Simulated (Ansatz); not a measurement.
# PbO$_{2}$: geometry relaxation (part 2 of 3)

The same run, continued: PbO$_{2}$ (I4₁/amd, 6 atoms in the cell); DFT r2SCAN, scalar-relativistic, plane waves, PAW, no spin polarisation (Ansatz 0.2.0); cutoff 500 eV, 8×8×8 k-mesh, Gaussian smearing of 0.1 eV. The structure was made by swapping elements on the sites of another compound; it need not be a known phase. It belongs to a series of runs on one base structure; here: Zr -> Pb on all its sites, cell and atoms relaxed.

Geometry of the input (Å; fractional positions):
```
-1.8839  1.8839  5.0206
1.8839  -1.8839  5.0206
1.8839  1.8839  -5.0206
Pb 0.0000  0.0000  0.0000
Pb 0.7500  0.2500  0.5000
O  0.7986  0.7986  0.0000
O  0.2014  0.2014  -0.0000
O  0.9514  0.4514  0.5000
O  0.5486  0.0486  0.5000
```

## What the program printed, continued
```
SCF iter   1: F=—  HF=-26110.964231 eV  |F-HF|=—  |Δ(HF+E_count)|=         —  Δρ=9.01e-4  dr2=6.71e-5  dr2_τ=1.89e-4  ethr=1.67e-7  ⟨swp⟩=3.8  Hψ=14429  notcnv=0
preconditioner: auto → Resta (q_TF=auto, 2.465 Å⁻¹)  ε∞=3.6  [insulator: Δε(μ)=0.467 eV  Ē_g=17.032 eV  σ=0.100 eV  W_gap=0.89  n_scr=32 (ndim 8)  ℏωp=27.4 eV  f_vac=0.172  D(μ)=0.15/eV (n_scr^D=0)  ε∞_Penn≈3.6]
SCF iter   2: F=—  HF=-26110.968202 eV  |F-HF|=—  |Δ(HF+E_count)|=   3.97e-3  Δρ=4.51e-4  dr2=2.00e-5  dr2_τ=1.14e-4  ethr=1.29e-7  ⟨swp⟩=2.0  Hψ=3426  notcnv=0
SCF iter   3: F=—  HF=-26110.968807 eV  |F-HF|=—  |Δ(HF+E_count)|=   6.06e-4  Δρ=1.43e-4  dr2=1.84e-6  dr2_τ=1.05e-5  ethr=3.84e-8  ⟨swp⟩=2.0  Hψ=3431  notcnv=0
SCF iter   4: F=—  HF=-26110.968862 eV  |F-HF|=—  |Δ(HF+E_count)|=   5.43e-5  Δρ=9.26e-6  dr2=2.81e-8  dr2_τ=2.08e-8  ethr=3.53e-9  ⟨swp⟩=2.1  Hψ=3435  notcnv=0
SCF iter   5: F=-26110.968862 eV  HF=-26110.968862 eV  |F-HF|=2.42e-9  |Δ(HF+E_count)|=   1.38e-7  Δρ=1.60e-6  dr2=1.19e-9  dr2_τ=5.31e-10  ethr=1.15e-11  ⟨swp⟩=8.7  Hψ=9929  notcnv=0
SCF 7 converged in 5 iterations: F = -26110.968862 eV  dr2 = 1.19e-9
relax step   7: F+E_penalty+E_count = -26110.96886176 eV  Δ(F+E_penalty+E_count) = -2.708e-2 eV  max|allowed force component| = 1.222e-2 eV/Å  Δτ_max = 0.0000 Å  P = +0.514 GPa  Ω = 95.613 Å³  stress off target by 7.88e-1 GPa  SCF on the basis re-selected at this cell (its energy is not comparable with the rows above)  (5 SCF iters)
basis re-selected at this cell: Δ(F+E_penalty+E_count) = -2.708e-2 eV, ΔP = +0.495 GPa vs the last step (what re-selecting the basis moved, of the pressure what is left beyond the Pulay correction that the steps carried, after the strain that the cell walked since its last selection, with what the two solves' SCF thresholds leave and, on support functions, any second-order correction that the steps lacked; it is no measure of the basis error at this ecutwfc). The dense FFT grid was sized anew with the basis: this SCF ran on 32×32×48 points, the steps before it on 30×30×45, so part of this shift can come from that change (see relax.cell in the input reference). This SCF's stress stands 7.88e-1 GPa from its target on what of the cell is left free (relax.cell.stress_tol is 5.00e-1 GPa) and its largest allowed force component is 1.22e-2 eV/Å (relax.f_tol is 5.00e-2 eV/Å): not within both, so this SCF does not close the relaxation
Crystal: 6 atoms, lattice volume = 96.036 Å³
iter 1 solved again at ethr=1.23e-6 eV; its pass at ethr=3.10e-3 eV (dr2=6.39e-4 eV) is discarded
SCF iter   1: F=—  HF=-26110.967552 eV  |F-HF|=—  |Δ(HF+E_count)|=         —  Δρ=1.38e-3  dr2=6.56e-4  dr2_τ=8.16e-3  ethr=1.23e-6  ⟨swp⟩=2.9  Hψ=12604  notcnv=0
preconditioner: auto → Resta (q_TF=auto, 2.463 Å⁻¹)  ε∞=3.6  [insulator: Δε(μ)=0.441 eV  Ē_g=17.000 eV  σ=0.100 eV  W_gap=0.63  n_scr=32 (ndim 8)  ℏωp=27.3 eV  f_vac=0.172  D(μ)=0.12/eV (n_scr^D=0)  ε∞_Penn≈3.6]
SCF iter   2: F=—  HF=-26110.971663 eV  |F-HF|=—  |Δ(HF+E_count)|=   4.11e-3  Δρ=6.46e-4  dr2=2.22e-4  dr2_τ=1.31e-5  ethr=1.23e-6  ⟨swp⟩=2.0  Hψ=3666  notcnv=0
SCF iter   3: F=—  HF=-26110.971657 eV  |F-HF|=—  |Δ(HF+E_count)|=   5.98e-6  Δρ=2.19e-4  dr2=2.72e-5  dr2_τ=4.33e-6  ethr=4.27e-7  ⟨swp⟩=2.0  Hψ=2960  notcnv=0
SCF iter   4: F=—  HF=-26110.971663 eV  |F-HF|=—  |Δ(HF+E_count)|=   6.59e-6  Δρ=8.59e-5  dr2=4.89e-6  dr2_τ=7.66e-7  ethr=5.23e-8  ⟨swp⟩=2.0  Hψ=3316  notcnv=0
SCF iter   5: F=—  HF=-26110.971665 eV  |F-HF|=—  |Δ(HF+E_count)|=   1.40e-6  Δρ=3.50e-5  dr2=7.78e-7  dr2_τ=7.76e-8  ethr=9.40e-9  ⟨swp⟩=2.1  Hψ=2612  notcnv=0
SCF iter   6: F=-26110.971666 eV  HF=-26110.971665 eV  |F-HF|=6.54e-8  |Δ(HF+E_count)|=   6.23e-7  Δρ=1.31e-5  dr2=9.82e-8  dr2_τ=5.36e-9  ethr=1.15e-9  ⟨swp⟩=7.4  Hψ=8449  notcnv=0
SCF 8 converged in 6 iterations: F = -26110.971666 eV  dr2 = 9.82e-8
relax step   8: F+E_penalty+E_count = -26110.97166552 eV  Δ(F+E_penalty+E_count) = -2.804e-3 eV  max|allowed force component| = 1.066e-2 eV/Å  Δτ_max = 0.0054 Å  P = -0.012 GPa  Ω = 96.036 Å³  energy of the carried Pulay correction = -1.145e-4 eV  (6 SCF iters, dr2 threshold 6.00e-7 eV, accepted)
Basis set: ecut = 500 eV, 2419 PW (Γ), FFT grids on a1+a3, a2+a3, a3, exchange–correlation on 128×128×180 points (64 copies of the dense FFT grid, shifted against one another)
iter 1 solved again at ethr=1.08e-7 eV; its pass at ethr=3.10e-3 eV (dr2=5.64e-5 eV) is discarded
SCF iter   1: F=—  HF=-26110.971732 eV  |F-HF|=—  |Δ(HF+E_count)|=         —  Δρ=8.41e-5  dr2=2.75e-7  dr2_τ=2.30e-7  ethr=1.08e-7  ⟨swp⟩=4.1  Hψ=14643  notcnv=0
preconditioner: auto → Resta (q_TF=auto, 2.463 Å⁻¹)  ε∞=3.6  [insulator: Δε(μ)=0.441 eV  Ē_g=17.004 eV  σ=0.100 eV  W_gap=0.65  n_scr=32 (ndim 8)  ℏωp=27.3 eV  f_vac=0.173  D(μ)=0.13/eV (n_scr^D=0)  ε∞_Penn≈3.6]
SCF iter   2: F=—  HF=-26110.971773 eV  |F-HF|=—  |Δ(HF+E_count)|=   4.14e-5  Δρ=4.27e-5  dr2=8.93e-8  dr2_τ=8.03e-7  ethr=5.29e-10  ⟨swp⟩=2.9  Hψ=3710  notcnv=0
SCF iter   3: F=-26110.971770 eV  HF=-26110.971770 eV  |F-HF|=3.96e-9  |Δ(HF+E_count)|=   2.99e-6  Δρ=2.19e-6  dr2=2.79e-9  dr2_τ=1.60e-9  ethr=1.15e-11  ⟨swp⟩=7.3  Hψ=10980  notcnv=0
SCF 9 converged in 3 iterations: F = -26110.971770 eV  dr2 = 2.79e-9
relax step   9: F+E_penalty+E_count = -26110.97176996 eV  Δ(F+E_penalty+E_count) = -1.044e-4 eV  max|allowed force component| = 1.077e-2 eV/Å  Δτ_max = 0.0000 Å  P = -0.014 GPa  Ω = 96.036 Å³  stress off target by 2.11e-1 GPa  SCF on the basis re-selected at this cell (its energy is not comparable with the rows above)  (3 SCF iters)
```

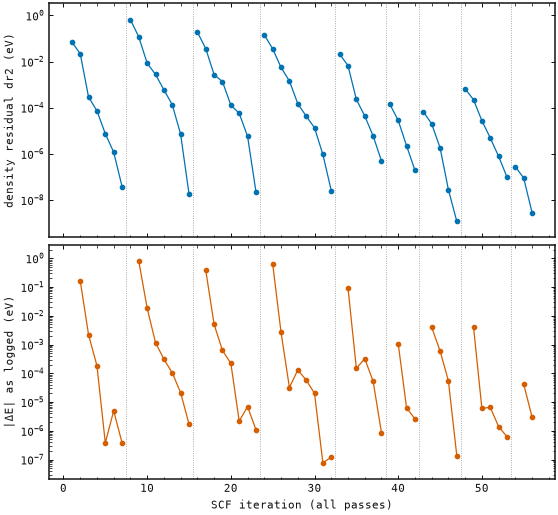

*Convergence of the self-consistent field: density residual dr2 and size of the energy change against the SCF iteration. The dotted lines part the SCF passes of the relaxation: geometry steps, rejected trials and re-solves on a re-selected basis.*

The 9 passes take 3 to 9 iterations each, 56 in all.

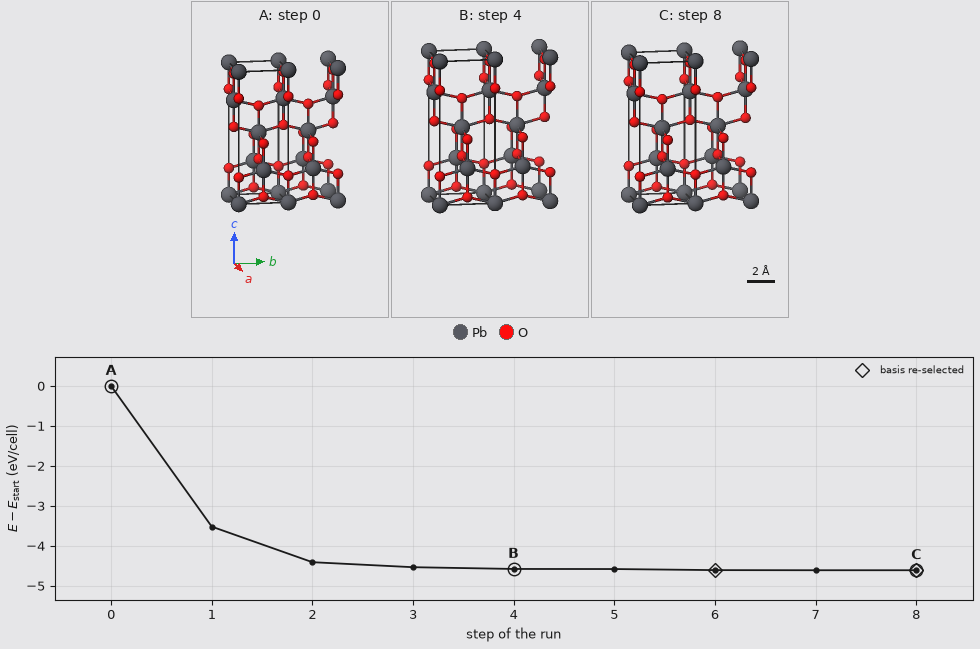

*Frames of the relaxation (ball-and-stick view of the cell 2 times as large as that of the calculation, set on its symmetry axes, repeated 1 × 2 × 1, seen slightly off an axis) above the curves, on which the letters mark them (the first geometry is step 0 here and step 1 in the log).*

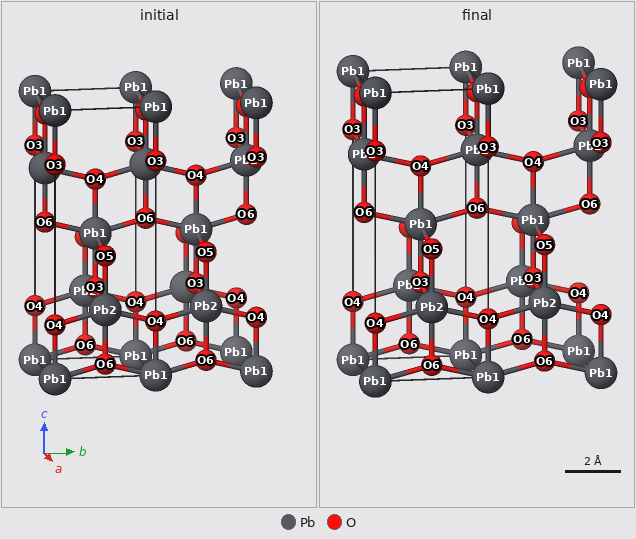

*Before (left) and after (right) the relaxation, at one scale (ball-and-stick view of the cell 2 times as large as that of the calculation, set on its symmetry axes, repeated 1 × 2 × 1, seen slightly off an axis).*

The largest moves relative to the cell, 0.005 Å, are those of O3, O4, O5 and O6. Pb stays in place. Cell: a = b 3.768 → 4.220 Å (+12.0 %), c 10.041 → 10.785 Å (+7.4 %). Volume +34.7 %. Among the contacts that change: Pb1–O5 1.946 → 2.173 Å, Pb1–O3 2.022 → 2.176 Å. The space group stays I4_1/amd (No. 141). Over 6 geometry steps the energy falls by 4.608 eV per cell of the calculation. Largest force component: 1.4 eV/Å at the start, 0.011 eV/Å at the end. The pressure goes from 80.40 to −0.01 GPa. The basis was re-selected once at an unchanged geometry, which shifts the energy a little without any move. The energy change given includes the shifts at the re-selections in mid-walk, which come without any move. A last SCF at the same geometry on a re-selected plane-wave basis shifts the energy by −0.1 meV per cell of the calculation. (Atoms are counted from 1 in the order of the input.)

```
basis re-selected at this cell: Δ(F+E_penalty+E_count) = -1.044e-4 eV, ΔP = -0.002 GPa vs the last step (what re-selecting the basis moved, of the pressure what is left beyond the Pulay correction that the steps carried, after the strain that the cell walked since its last selection, with what the two solves' SCF thresholds leave and, on support functions, any second-order correction that the steps lacked; it is no measure of the basis error at this ecutwfc). The dense FFT grid was sized anew with the basis: this SCF ran on 32×32×45 points, the steps before it on 32×32×48, so part of this shift can come from that change (see relax.cell in the input reference). This SCF's stress stands 2.11e-1 GPa from its target on what of the cell is left free (relax.cell.stress_tol is 5.00e-1 GPa) and its largest allowed force component is 1.08e-2 eV/Å (relax.f_tol is 5.00e-2 eV/Å): within both
SCF converged after 3 iterations
Free energy (F): -26110.971770 eV
Harris-Foulkes:  -26110.971770 eV  (|F-HF|=3.96e-9)
Internal energy: -26110.971142 eV  (E = F + TS)
E sigma→0 (E₀):  -26110.971456 eV
Entropy (-TS):   -0.000628 eV (-0.105 meV/atom)
Fermi energy:    5.670810 eV
--- Per-component energies (eV) ---
  E_band       = -213.255917
  E_kinetic    = 1283.453881
  E_local      = -4112.811100  (includes V_loc(G=0)·N_el)
  E_nonlocal   = 905.185071
  E_hartree    = 1619.214097
  E_xc         = -696.574885
  E_vxc        = -695.042905  (∫ρ·V_xc dr)
  E_paw        = -21536.315673  (= ΣΔE_a)
  E_vpaw       = -879.547702  (= ΣTr[D̂ρ^β])
  E_aug_tail   = 0.003784  (compensation charges beyond the density's cutoff)
  E_vtau       = 47.072803  (kinetic-family band-sum trace: ∫τ·v_τ [+ j·A + Jᵃ·Aᵃ] dr)
  E_ewald      = -3574.929559
  E_core_change = 1.803241  (= ΣΔE_core)
  E_smearing   = -0.000628  (= −TS)
  E_closure    = -0.000000  (closes the sum)
  Σ components = -26110.971770   (vs F -26110.971770, Δ=0.00e0)
--- Forces (eV/Å), atoms counted from 1 ---
  atom   1  Pb    -0.00000000     0.00000000     0.00000000
  atom   2  Pb    -0.00000000     0.00000000     0.00000000
  atom   3  O      0.00000000     0.00000000     0.01077240
  atom   4  O      0.00000000    -0.00000000    -0.01077240
  atom   5  O     -0.00000000     0.00000000    -0.01077240
  atom   6  O      0.00000000     0.00000000     0.01077240
  max |Σ_I F_I| component: 3.47e-18 eV/Å
--- Stress (GPa, compression-positive) ---
        0.084786       0.000000       0.000000
        0.000000       0.084786       0.000000
        0.000000       0.000000      -0.210972
  P = ⅓ Tr σ = -0.0138 GPa (-0.138 kbar)
--- Band table (eV; the first three rows and the last of 59) ---
  k-point 0: bands = ["-13.3013", "-13.0295", "-12.9703", "-12.5999", "-9.9983", "-9.9366", "-9.9366", "-9.7127", "-9.6898", "-9.6898", "-9.6489", "-8.4153", "-8.0114", "-7.8695", "-0.2285", "1.6177", "1.6177", "2.1053", "2.6573", "2.6573", "3.5787", "4.5350", "4.9361", "4.9361", "5.1236", "5.1236", "5.6443", "9.3793", "14.3984", "15.1300", "15.7057", "17.0396"]
  k-point 1: bands = ["-13.2190", "-12.9442", "-12.9207", "-12.5272", "-9.9774", "-9.9505", "-9.9222", "-9.7182", "-9.7048", "-9.6893", "-9.6396", "-8.5709", "-8.2373", "-7.9439", "-0.9846", "1.3822", "1.7125", "1.9770", "2.4576", "3.4318", "4.0315", "4.3927", "4.9514", "4.9867", "5.0036", "5.1877", "6.5217", "9.5007", "14.5803", "15.2326", "15.6080", "16.1198"]
  k-point 2: bands = ["-13.0120", "-12.8007", "-12.7030", "-12.3328", "-9.9968", "-9.8885", "-9.8809", "-9.7487", "-9.7281", "-9.7129", "-9.5931", "-8.9686", "-8.7610", "-8.1815", "-1.9485", "-0.2106", "1.6225", "2.8843", "3.6553", "3.8854", "4.0029", "4.4463", "4.6477", "5.2067", "5.2089", "5.3218", "8.2304", "9.9119", "14.5470", "14.6462", "14.9581", "15.7243"]
  k-point 58: bands = ["-13.2325", "-13.2325", "-12.6525", "-12.6525", "-9.9986", "-9.9986", "-9.7085", "-9.7085", "-9.6809", "-9.6809", "-9.6185", "-9.6185", "-7.5142", "-7.5142", "1.1973", "1.1973", "1.2206", "1.2206", "3.2264", "3.2264", "3.2672", "3.2672", "4.7386", "4.7386", "5.1982", "5.1982", "8.1289", "8.1289", "13.2466", "13.2466", "17.5205", "17.5205"]
--- Relaxed structure (7 steps of the walk, 7 accepted, 2 SCFs on fresh bases) ---
  F+E_penalty+E_count = -26110.97176996 eV   max|allowed force component| = 1.077e-2 eV/Å   (the final SCF, on the basis selected at the relaxed cell)
  cell:  # Å, volume = 96.0356 Å³
    - [-2.110000777216331, 2.110000777216331, 5.392707867216752]
    - [2.110000777216331, -2.110000777216331, 5.392707867216752]
    - [2.110000777216331, 2.110000777216331, -5.392707867216752]
  atoms:
    - { symbol: Pb, position: [-4.3189800746007646e-20, -4.318980074600841e-20, -1.729372282431756e-33] }
    - { symbol: Pb, position: [0.75, 0.25, 0.5] }
    - { symbol: O, position: [0.7982193493629379, 0.7982193493629379, -2.3081621893057677e-33] }
    - { symbol: O, position: [0.2017806506370621, 0.2017806506370621, -7.152032536557626e-34] }
    - { symbol: O, position: [0.9517806506370621, 0.45178065063706213, 0.5] }
    - { symbol: O, position: [0.5482193493629379, 0.04821934936293792, 0.5] }
```

## Trajectory as extended XYZ (Å, eV, eV/Å), 9 frames, from step=1 to step=9
```
6
Lattice="-1.8839 1.8839 5.0206 1.8839 -1.8839 5.0206 1.8839 1.8839 -5.0206" Properties=species:S:1:pos:R:3:forces:R:3 step=1 energy=-26106.36342 pressure_GPa=80.40
Pb    0.0000    0.0000    0.0000    0.0000   0.0000   0.0000
Pb    0.0000    1.8839    2.5103    0.0000   0.0000   0.0000
O     0.0000    0.0000    8.0194    0.0000   0.0000  -1.4362
O     0.0000    0.0000    2.0219    0.0000   0.0000   1.4362
O     0.0000    1.8839    4.5322    0.0000   0.0000   1.4362
O     0.0000    1.8839    0.4884    0.0000   0.0000  -1.4362
6
Lattice="-1.9757 1.9757 5.2543 1.9757 -1.9757 5.2543 1.9757 1.9757 -5.2543" Properties=species:S:1:pos:R:3:forces:R:3 step=2 energy=-26109.88101 pressure_GPa=29.02
Pb    0.0000    0.0000    0.0000    0.0000   0.0000   0.0000
Pb    0.0000    1.9757    2.6271    0.0000   0.0000   0.0000
O     0.0000    0.0000    8.3778    0.0000   0.0000  -0.2447
O     0.0000    0.0000    2.1307    0.0000   0.0000   0.2447
O     0.0000    1.9757    4.7579    0.0000   0.0000   0.2447
O     0.0000    1.9757    0.4964    0.0000   0.0000  -0.2447
6
Lattice="-2.0387 2.0387 5.4046 2.0387 -2.0387 5.4046 2.0387 2.0387 -5.4046" Properties=species:S:1:pos:R:3:forces:R:3 step=3 energy=-26110.77064 pressure_GPa=9.14
Pb    0.0000    0.0000    0.0000    0.0000   0.0000   0.0000
Pb    0.0000    2.0387    2.7023    0.0000   0.0000   0.0000
O     0.0000    0.0000    8.6227    0.0000   0.0000   0.0798
O     0.0000    0.0000    2.1865    0.0000   0.0000  -0.0798
O     0.0000    2.0387    4.8888    0.0000   0.0000  -0.0798
O     0.0000    2.0387    0.5158    0.0000   0.0000   0.0798
6
Lattice="-2.0950 2.0950 5.5883 2.0950 -2.0950 5.5883 2.0950 2.0950 -5.5883" Properties=species:S:1:pos:R:3:forces:R:3 step=4 energy=-26110.89576 pressure_GPa=-2.44
Pb    0.0000    0.0000    0.0000    0.0000   0.0000   0.0000
Pb    0.0000    2.0950    2.7941    0.0000   0.0000   0.0000
O     0.0000    0.0000    8.9785    0.0000   0.0000  -0.1996
O     0.0000    0.0000    2.1980    0.0000   0.0000   0.1996
O     0.0000    2.0950    4.9922    0.0000   0.0000   0.1996
O     0.0000    2.0950    0.5961    0.0000   0.0000  -0.1996
6
Lattice="-2.0946 2.0946 5.4509 2.0946 -2.0946 5.4509 2.0946 2.0946 -5.4509" Properties=species:S:1:pos:R:3:forces:R:3 step=5 energy=-26110.93969 pressure_GPa=-0.11
Pb    0.0000    0.0000    0.0000    0.0000   0.0000   0.0000
Pb    0.0000    2.0946    2.7255    0.0000   0.0000   0.0000
O     0.0000    0.0000    8.7095    0.0000   0.0000   0.0481
O     0.0000    0.0000    2.1923    0.0000   0.0000  -0.0481
O     0.0000    2.0946    4.9177    0.0000   0.0000  -0.0481
O     0.0000    2.0946    0.5332    0.0000   0.0000   0.0481
6
Lattice="-2.0989 2.0989 5.4258 2.0989 -2.0989 5.4258 2.0989 2.0989 -5.4258" Properties=species:S:1:pos:R:3:forces:R:3 step=6 energy=-26110.94178 pressure_GPa=0.02
Pb    0.0000    0.0000    0.0000    0.0000   0.0000   0.0000
Pb    0.0000    2.0989    2.7129    0.0000   0.0000   0.0000
O     0.0000    0.0000    8.6678    0.0000   0.0000   0.0120
O     0.0000    0.0000    2.1838    0.0000   0.0000  -0.0120
O     0.0000    2.0989    4.8967    0.0000   0.0000  -0.0120
O     0.0000    2.0989    0.5291    0.0000   0.0000   0.0120
6
Lattice="-2.0989 2.0989 5.4258 2.0989 -2.0989 5.4258 2.0989 2.0989 -5.4258" Properties=species:S:1:pos:R:3:forces:R:3 step=7 energy=-26110.96886 pressure_GPa=0.51
Pb    0.0000    0.0000    0.0000    0.0000   0.0000   0.0000
Pb    0.0000    2.0989    2.7129    0.0000   0.0000   0.0000
O     0.0000    0.0000    8.6678    0.0000   0.0000   0.0122
O     0.0000    0.0000    2.1838    0.0000   0.0000  -0.0122
O     0.0000    2.0989    4.8967    0.0000   0.0000  -0.0122
O     0.0000    2.0989    0.5291    0.0000   0.0000   0.0122
6
Lattice="-2.1100 2.1100 5.3927 2.1100 -2.1100 5.3927 2.1100 2.1100 -5.3927" Properties=species:S:1:pos:R:3:forces:R:3 step=8 energy=-26110.97167 pressure_GPa=-0.01
Pb    0.0000    0.0000    0.0000    0.0000   0.0000   0.0000
Pb    0.0000    2.1100    2.6964    0.0000   0.0000   0.0000
O     0.0000    0.0000    8.6091    0.0000   0.0000   0.0107
O     0.0000    0.0000    2.1763    0.0000   0.0000  -0.0107
O     0.0000    2.1100    4.8726    0.0000   0.0000  -0.0107
O     0.0000    2.1100    0.5201    0.0000   0.0000   0.0107
6
Lattice="-2.1100 2.1100 5.3927 2.1100 -2.1100 5.3927 2.1100 2.1100 -5.3927" Properties=species:S:1:pos:R:3:forces:R:3 step=9 energy=-26110.97177 pressure_GPa=-0.01
Pb    0.0000    0.0000    0.0000    0.0000   0.0000   0.0000
Pb    0.0000    2.1100    2.6964    0.0000   0.0000   0.0000
O     0.0000    0.0000    8.6091    0.0000   0.0000   0.0108
O     0.0000    0.0000    2.1763    0.0000   0.0000  -0.0108
O     0.0000    2.1100    4.8726    0.0000   0.0000  -0.0108
O     0.0000    2.1100    0.5201    0.0000   0.0000   0.0108
```
